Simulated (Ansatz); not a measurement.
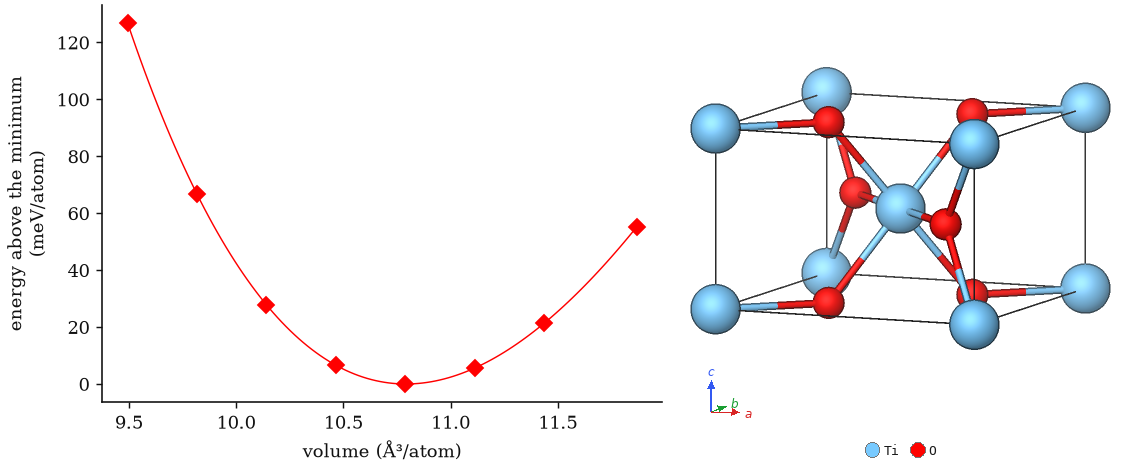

The figure shows the energy above the minimum against volume for TiO₂, space group P4_2/mnm (No. 136). The conventional cell is drawn beside the plot.

The given structure:
```
Ti O
1.0
     4.63994    0.00000    0.00000
     0.00000    4.63994    0.00000
     0.00000    0.00000    3.00672
Ti O
2 4
Direct
  0.00000 0.00000 0.00000
  0.50000 0.50000 0.50000
  0.30567 0.30567 0.00000
  0.19433 0.80567 0.50000
  0.69433 0.69433 0.00000
  0.80567 0.19433 0.50000
```

Calculation (Ansatz 0.2.0): third-order Birch-Murnaghan fit to density functional energies at scaled volumes of the given relaxed cell, shape and atoms relaxed at each volume; energies count from the fitted minimum; plane waves with PAW datasets, Γ-centred k mesh. Level: PBE, no spin polarisation. Hubbard U_eff: Ti d 4 eV.

wave cutoff 420 eV; k mesh 6×6×10; occupations Gaussian; smearing width 0.02 eV.

From this curve and the settings, what does the calculation give for the pressure and gap on the k mesh at the same points?

The pressure falls from 35.37 GPa at volume 9.494 Å³/atom to −14.60 GPa at 11.868 Å³/atom, and changes sign near 10.79 Å³/atom. The gap on the k mesh stays open and runs from 2.544 eV at volume 9.494 Å³/atom to 2.215 eV at 11.868 Å³/atom, with its least value, 2.205 eV, at 11.436 Å³/atom.

```
volume (Å³/atom)  pressure (GPa)  gap on the k mesh (eV)
           9.494           35.37                   2.544
           9.818           24.17                   2.456
          10.141           14.70                   2.379
          10.465            6.72                   2.315
          10.789            0.01                   2.264
          11.112           -5.55                   2.225
          11.436          -10.06                   2.205
          11.868          -14.60                   2.215
```
